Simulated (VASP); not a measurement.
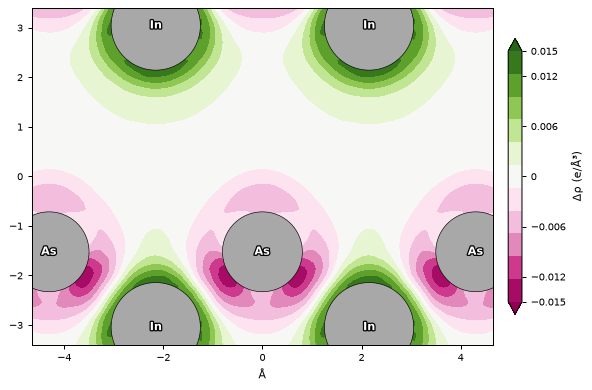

InAs. Difference of the valence pseudo-densities of two functionals at the same geometry, on the (11̄0) plane of the calculation cell: one of PBEsol and r2SCAN less the other.

Both computed with VASP (plane waves, PAW), on the same k-point mesh. Grey discs cover the atomic cores.

Which was subtracted from which, and what does the map show?

Answer. It is PBEsol less r2SCAN. Against r2SCAN, PBEsol gives more density around In (+0.010 e/Å³ on average at 1.1 Å from the nucleus), less density around As (−0.007 e/Å³ on average at 1.0 Å from the nucleus) and a change of −0.005 e/Å³ at the midpoint of In–As.
